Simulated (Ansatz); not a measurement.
Ti: single-point calculation

The run: single-point calculation of Ti (I4mm, 8 atoms in the cell). Method and program: DFT PBEsol, scalar-relativistic, plane waves, PAW, no spin polarisation (Ansatz 0.2.0).

The structure derives from an entry of the Crystallography Open Database. It belongs to a series of runs on one base structure; here: atom 1 (Ti) moved by (-0.450, +0.000) A along y and z. Figures and captions count atoms from 1; the log counts them from 0 in places.

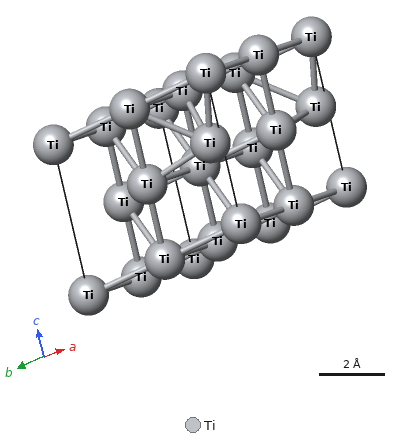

**Figure 1.** The input geometry (ball-and-stick view of the cell of the calculation, seen at an oblique angle). An atom can appear more than once, as a periodic image.

### The input
```yaml
crystal:
  lattice:
    - [3.2102321259, 3.2102321259, -3.2102321259]
    - [3.2102321259, -3.2102321259, 3.2102321259]
    - [-3.2102321259, -3.2102321259, -3.2102321259]
  atoms:
    - { symbol: Ti, position: [0.0, 0.0700883896, 0.5700883896] }
    - { symbol: Ti, position: [0.5, 0.0, 0.5] }
    - { symbol: Ti, position: [0.0, 0.5, 0.5] }
    - { symbol: Ti, position: [0.5, 0.5, 0.5] }
    - { symbol: Ti, position: [0.0, 0.0, 0.0] }
    - { symbol: Ti, position: [0.5, 0.0, 0.0] }
    - { symbol: Ti, position: [0.0, 0.5, 0.0] }
    - { symbol: Ti, position: [0.5, 0.5, 0.0] }
basis:
  ecutwfc: 420
kpoints:
  mp_grid: { grid: [14, 14, 14] }
hamiltonian:
  xc: pbesol
scf:
  occupations: { method: gaussian, width: 0.15 }
output:
  forces: true
  stress: true
  eigenvalues: true
  write_density: true
  write_potential: true
  elf: true
  volumetric_format: npy
```

Machine: 2 threads of Oxide Virtual Turin-like (Zen 5), 32 GiB of memory available, shared host.

Run as:
```bash
ansatz run input.yaml --threads 2 --pin off --max-ram 5120MiB --backend cpu --events-out ev --progress --plain --runs-dir out
```

### Log
```
Engine: ansatz 0.2.0, x86_64-unknown-linux-gnu
Pseudopotentials: kind: paw
Pseudopotential: Ti, paw, valence charge 12, recommended cutoff 420 eV (normal), Ti.paw.azcp
Functional definition: PBEsol
  exchange = pbesol_x
  correlation = pbesol_c
Crystal: 8 atoms, lattice volume = 132.333 Å³
Basis set: ecut = 420 eV, 2587 PW (Γ), exchange–correlation on 80×80×80 points (8 copies of the dense FFT grid, shifted against one another)
Bands: 58, of which v1, the nominal top of the filled ones, is band 48 counted from 1 (47 counted from 0)
Symmetry: 8 space group operations
Space group: I4mm (ITA 107), of the structure as read, at distance tolerance 5.1e-5 Å
k-points: 244 of 2744 (time reversal used)
Non-local potential: Ti, projectors of the file, l = 0: 3, l = 1: 2, l = 2: 3, l = 3: 1
PAW form: soft (Blöchl's): semilocal exchange-correlation on the pseudo side does not see the compensation charge
PAW frozen core: Ti, regenerated for the run's functional, and the local potential with it (the file was generated under x = pbe(κ = 0.804, μ = 0.2195149727645171), c = pbe(β = 0.06672455060314922))
PAW one-centre angular grid: Ti, 590 points (default); XC on 64 Gauss nodes
Initial density: superposition of atomic densities (neutral atoms: chi_scale 0, normalization atom), corrected by the library's trained network
Initial wavefunctions: pseudopotential atomic-orbital guess
Functional: x = pbesol(κ = 0.804, μ = 0.12345679012345678), c = pbesol(β = 0.046)
SCF iter   1: F=—  HF=-19790.112498 eV  |F-HF|=—  |Δ(HF+E_count)|=         —  Δρ=8.12e-3  dr2=1.37e-1  ethr=1.77e-3  ⟨swp⟩=5.6  Hψ=56743  notcnv=0
preconditioner: auto → Kerker (q_TF=auto, 2.586 Å⁻¹)  [metal: Δε(μ)=0.001 eV  Ē_g=2.371 eV  σ=0.150 eV  W_gap=0.00  n_scr=42 (ndim 8)  ℏωp=18.3 eV  f_vac=0.000  D(μ)=16.05/eV (n_scr^D=224)]
SCF iter   2: F=—  HF=-19790.098914 eV  |F-HF|=—  |Δ(HF+E_count)|=   1.36e-2  Δρ=3.70e-3  dr2=2.50e-2  ethr=1.43e-4  ⟨swp⟩=1.0  Hψ=16359  notcnv=0  defer=2
SCF iter   3: F=—  HF=-19790.095630 eV  |F-HF|=—  |Δ(HF+E_count)|=   3.28e-3  Δρ=7.67e-4  dr2=9.80e-4  ethr=2.60e-5  ⟨swp⟩=2.0  Hψ=17469  notcnv=0  defer=2
SCF iter   4: F=—  HF=-19790.095533 eV  |F-HF|=—  |Δ(HF+E_count)|=   9.68e-5  Δρ=3.28e-4  dr2=1.53e-4  ethr=1.02e-6  ⟨swp⟩=2.0  Hψ=17450  notcnv=0  defer=2
SCF iter   5: F=—  HF=-19790.095511 eV  |F-HF|=—  |Δ(HF+E_count)|=   2.23e-5  Δρ=1.02e-4  dr2=1.91e-5  ethr=1.60e-7  ⟨swp⟩=2.0  Hψ=18025  notcnv=0  defer=2
SCF iter   6: F=—  HF=-19790.095510 eV  |F-HF|=—  |Δ(HF+E_count)|=   1.02e-6  Δρ=2.45e-5  dr2=8.66e-7  ethr=1.99e-8  ⟨swp⟩=2.0  Hψ=17383  notcnv=0  defer=2
SCF iter   7: F=-19790.095510 eV  HF=-19790.095510 eV  |F-HF|=2.05e-8  |Δ(HF+E_count)|=   4.28e-8  Δρ=5.97e-6  dr2=4.53e-8  ethr=1.04e-10  ⟨swp⟩=12.6  Hψ=85701  notcnv=0
SCF 1 converged in 7 iterations: F = -19790.095510 eV  dr2 = 4.53e-8
  greatest PAW one-centre occupation: 0.999 electrons in one spin orbital (limit 2), on the Ti atom at site 6 (counted from 0), in its partial waves of l = 0
```

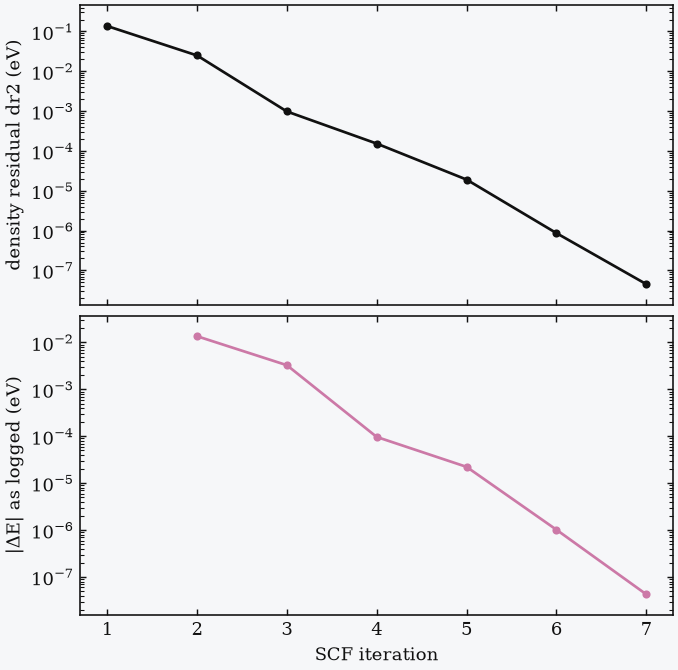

**Figure 2.** Convergence of the self-consistent field: density residual dr2 and size of the energy change against the SCF iteration. The residual falls at every step.

```
SCF converged after 7 iterations
Free energy (F): -19790.095510 eV
Harris-Foulkes:  -19790.095510 eV  (|F-HF|=2.05e-8)
Internal energy: -19789.913164 eV  (E = F + TS)
E sigma→0 (E₀):  -19790.004337 eV
Entropy (-TS):   -0.182346 eV (-22.793 meV/atom)
Fermi energy:    13.753987 eV
--- Per-component energies (eV) ---
  E_band       = -1176.816147
  E_kinetic    = 2192.023215
  E_local      = -6389.090093  (includes V_loc(G=0)·N_el)
  E_nonlocal   = 79.541878
  E_hartree    = 2643.352704
  E_xc         = -776.446642
  E_vxc        = -975.878143  (∫ρ·V_xc dr)
  E_paw        = -8183.609836  (= ΣΔE_a)
  E_vpaw       = -1370.129212  (= ΣTr[D̂ρ^β])
  E_aug_tail   = 0.000946  (compensation charges beyond the density's cutoff)
  E_ewald      = -9356.800410
  E_core_change = 1.115074  (= ΣΔE_core)
  E_smearing   = -0.182346  (= −TS)
  E_closure    = 0.000000  (closes the sum)
  Σ components = -19790.095510   (vs F -19790.095510, Δ=0.00e0)
--- Forces (eV/Å), atoms counted from 1 ---
  atom   1  Ti    -0.00000000     1.92363215    -0.00000000
  atom   2  Ti    -0.50499433    -0.51946255     0.50499433
  atom   3  Ti     0.50499433    -0.51946255     0.50499433
  atom   4  Ti    -0.00000000    -0.01090315     0.00000000
  atom   5  Ti    -0.50499433    -0.51946255    -0.50499433
  atom   6  Ti    -0.00000000    -0.01090315     0.00000000
  atom   7  Ti    -0.00000000     0.17601203    -0.00000000
  atom   8  Ti     0.50499433    -0.51946255    -0.50499433
  max |Σ_I F_I| component: 1.23e-5 eV/Å
--- Stress (GPa, compression-positive) ---
        1.850117      -0.000000       0.000000
       -0.000000       0.036849       0.000000
        0.000000       0.000000       1.850117
  P = ⅓ Tr σ = 1.2457 GPa (12.457 kbar)
--- Band table (eV; the first three rows and the last of 244) ---
  k-point 0: bands = ["-42.4112", "-42.2720", "-42.2431", "-42.2431", "-42.2428", "-42.2321", "-42.1498", "-42.0240", "-19.1530", "-19.1530", "-19.1403", "-19.1264", "-19.1029", "-19.1029", "-18.8814", "-18.8814", "-18.8306", "-18.5906", "-18.5585", "-18.5545", "-18.5420", "-18.5420", "-18.4997", "-18.3296", "-18.3256", "-18.3256", "-18.3021", "-18.3021", "-18.3013", "-18.2466", "-18.1592", "-18.1592", "7.7703", "11.1518", "11.1702", "11.1702", "11.2271", "11.2465", "11.2669", "11.3989", "11.6145", "13.1589", "13.1589", "13.2911", "13.2938", "13.4732", "13.4732", "14.6249", "14.6850", "14.6850", "14.9229", "15.0831", "15.0831", "15.2334", "15.2787", "15.2787", "16.1382", "16.5362"]
  k-point 1: bands = ["-42.4092", "-42.2722", "-42.2441", "-42.2431", "-42.2428", "-42.2318", "-42.1504", "-42.0245", "-19.1493", "-19.1477", "-19.1344", "-19.1204", "-19.0972", "-19.0959", "-18.8805", "-18.8782", "-18.8290", "-18.5951", "-18.5606", "-18.5562", "-18.5445", "-18.5395", "-18.5027", "-18.3336", "-18.3304", "-18.3293", "-18.3111", "-18.3058", "-18.3018", "-18.2475", "-18.1619", "-18.1613", "7.8163", "11.1554", "11.1848", "11.1943", "11.2537", "11.2719", "11.2941", "11.4267", "11.6393", "13.1606", "13.1745", "13.2996", "13.3189", "13.4823", "13.4868", "14.6130", "14.6325", "14.6709", "14.8229", "14.9868", "14.9918", "15.1069", "15.2304", "15.2375", "16.1123", "16.5230"]
  k-point 2: bands = ["-42.4034", "-42.2736", "-42.2465", "-42.2431", "-42.2428", "-42.2312", "-42.1520", "-42.0258", "-19.1382", "-19.1323", "-19.1187", "-19.1046", "-19.0808", "-19.0727", "-18.8821", "-18.8687", "-18.8204", "-18.6075", "-18.5675", "-18.5630", "-18.5524", "-18.5311", "-18.5124", "-18.3478", "-18.3465", "-18.3398", "-18.3308", "-18.3165", "-18.3027", "-18.2524", "-18.1680", "-18.1670", "7.9529", "11.1191", "11.2564", "11.2663", "11.3348", "11.3507", "11.3735", "11.5081", "11.7125", "13.1656", "13.2091", "13.3195", "13.4047", "13.5043", "13.5268", "14.4431", "14.4935", "14.5841", "14.6654", "14.7694", "14.7712", "14.8362", "15.1223", "15.1427", "16.0355", "16.4848"]
  k-point 243: bands = ["-42.2867", "-42.2856", "-42.2732", "-42.2566", "-42.2566", "-42.2299", "-42.1936", "-42.0402", "-18.9145", "-18.9145", "-18.8857", "-18.7555", "-18.7416", "-18.7329", "-18.7257", "-18.7257", "-18.7162", "-18.6771", "-18.6771", "-18.6508", "-18.6273", "-18.6273", "-18.6071", "-18.5948", "-18.5727", "-18.5727", "-18.5694", "-18.5543", "-18.5543", "-18.3208", "-18.2622", "-18.2622", "11.1015", "11.1289", "11.1552", "11.1552", "11.1896", "11.2221", "12.8333", "12.8333", "13.1809", "13.1817", "13.2155", "13.2155", "13.2713", "13.5324", "13.6900", "13.6900", "13.7483", "14.2102", "14.6962", "14.8248", "14.8248", "15.0974", "15.1121", "15.1121", "15.1155", "15.1271"]
```

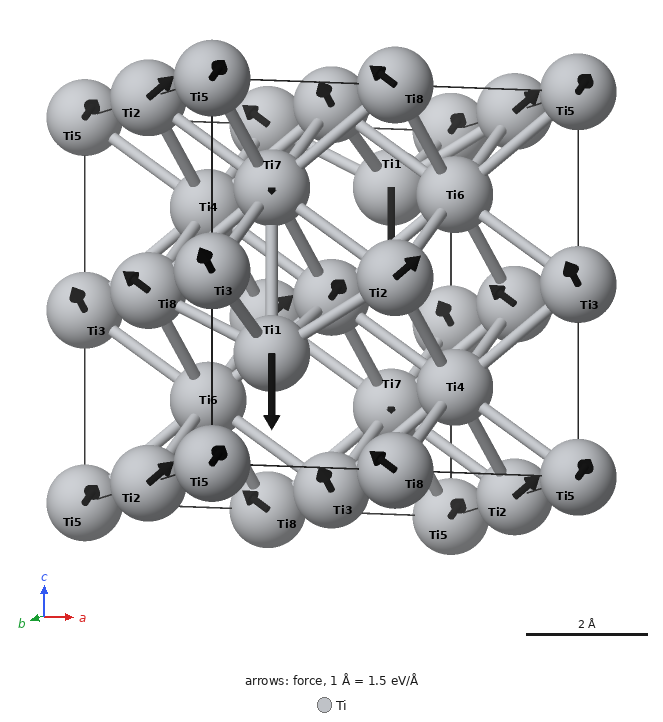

**Figure 3.** Forces on the atoms as black arrows (ball-and-stick view of the cell 2 times as large as that of the calculation, set on its symmetry axes, seen at an oblique angle; atoms are numbered from 1 in the order of the input); the smallest are left out. The largest act on Ti1 (1.92 eV/Å); Ti2, Ti3, Ti5, Ti8 (0.88 eV/Å). The geometry is not a stationary point of this energy.

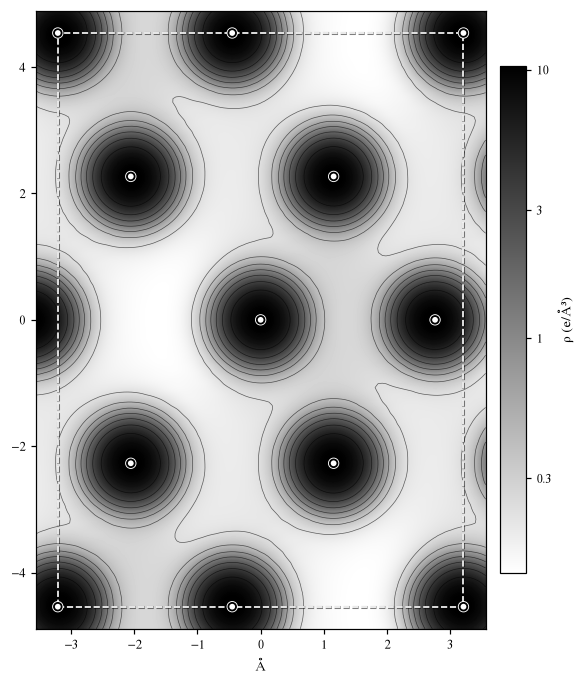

**Figure 4.** Valence pseudo-density on the (110) plane of the conventional cell. Circles mark the nuclei in the plane (Ti). Ti–Ti (2.55 Å): ρ at the midpoint is about 0.26 e/Å³. Ti–Ti (2.76 Å): ρ is about 0.26 e/Å³ halfway. Away from the nuclei the density in this plane falls to 0.13 e/Å³ at its lowest. The fields are those of the smooth PAW valence density.

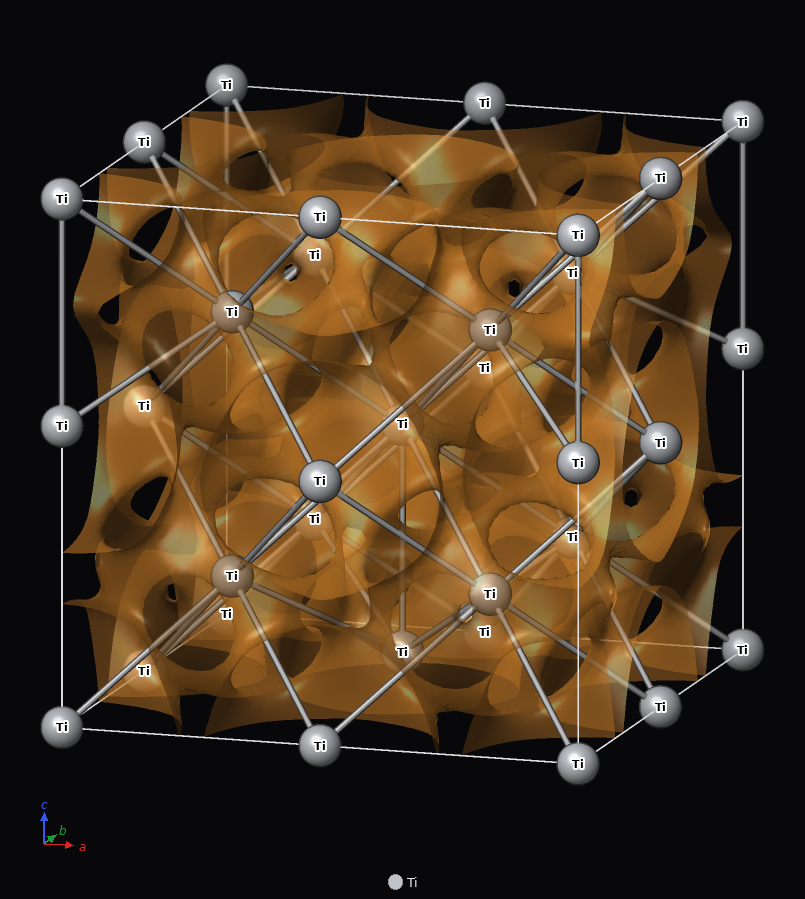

**Figure 5.** Isosurface of the ELF at 0.4 (orange), seen slightly off an axis. Core shells and regions of very low density are left out. Sticks mark near contacts. The outline is the cell set on symmetry axes. The ELF exceeds this value in one network that runs through the whole crystal, counted in one cell of 16 atoms. Along the contacts the grid gives the following. Ti–Ti (2.55 Å): the ELF is about 0.15 at the midpoint; no shared electron pair. Ti–Ti (2.76 Å): the ELF is about 0.25 at the midpoint (no localised pair between them).

### Summary

- outcome: converged
- space group (tolerance 0.01 Å): I4mm (107)
- electrons treated: 96
- free energy: −19790.0955 eV
- Fermi energy: 13.754 eV
- gap on the k-point mesh: none (metallic)
- pressure: 1.25 GPa
- largest force (length of the vector): 1.924 eV/Å
- wall time: 70 s (CPU time 2.3 min)
- peak memory: 1.4 GiB
